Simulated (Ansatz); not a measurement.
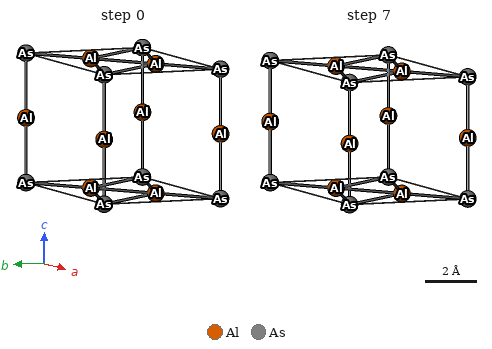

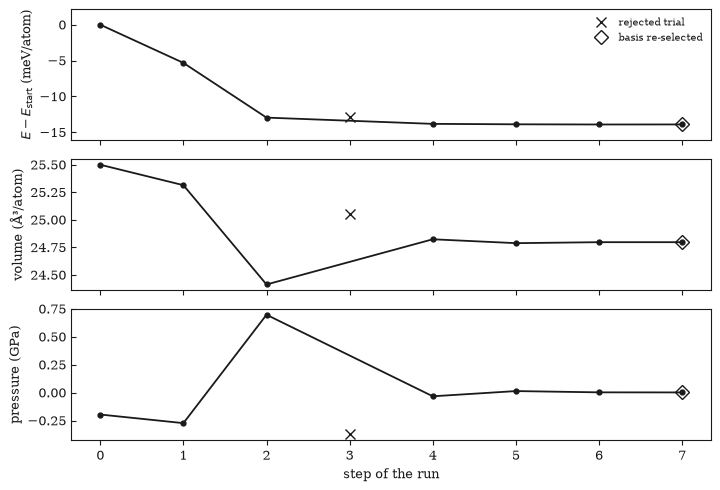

First and last geometry of a relaxation of a crystal of Al₃As (a generated structure, set up in P6/mmm), with the history of the run. Style: ball-and-stick. Shown: the cell of the calculation, from a free direction.

Method: DFT PBE, scalar-relativistic, plane waves, PAW (Ansatz 0.2.0).

Input
```yaml
crystal:
  lattice:
    - [4.714068075, 0.0, 0.0]
    - [-2.3570340375, 4.0825027081, 0.0]
    - [0.0, 0.0, 5.2999602414]
  atoms:
    - { symbol: Al, position: [0.0, 0.0, 0.5] }
    - { symbol: Al, position: [0.3333333333, 0.6666666667, 0.0] }
    - { symbol: Al, position: [0.6666666667, 0.3333333333, 0.0] }
    - { symbol: As, position: [0.0, 0.0, 0.0] }
basis:
  ecutwfc: 420
kpoints:
  mp_grid: { grid: [12, 12, 10] }
hamiltonian:
  xc: pbe
scf:
  occupations: { method: gaussian, width: 0.1 }
output:
  forces: true
  stress: true
  eigenvalues: true
relax:
  adjacent_minimum: "off"
  f_tol: 0.01
  max_steps: 80
  cell: { stress_tol: 0.05 }
```

Launched with:
```bash
ansatz run input.yaml --threads 1 --pin off --max-ram 2560MiB --backend cpu --events-out ev --progress --plain --runs-dir out
```

Did the run converge, and what did it change?

Answer. It converged. Over 5 accepted moves (7 points after the start) the energy falls by 13.9 meV per atom. All forces vanish by symmetry, so only the cell relaxes. The pressure goes from −0.20 to 0.00 GPa. The line search rejected the trial step at point 3 of the run. At 1 point the geometry stayed and the basis and grid were re-selected for the new cell (energy shift of less than 0.05 meV per atom at most each time). The atoms keep their places relative to the cell (all moves are under 0.005 Å). The drawn cell changes as follows: a = b 4.714 → 4.787 Å (+1.5 %), c 5.300 → 4.999 Å (−5.7 %); the volume changes by −2.8 %. Some distances before and after: Al1–As4 2.650 → 2.499 Å, Al2–As4 2.722 → 2.764 Å, Al2–Al3 2.722 → 2.764 Å. The space group stays P6/mmm (No. 191). Cost: 82 s on 1 thread of Arm Neoverse V2 (shared host), peak memory 0.46 GiB.
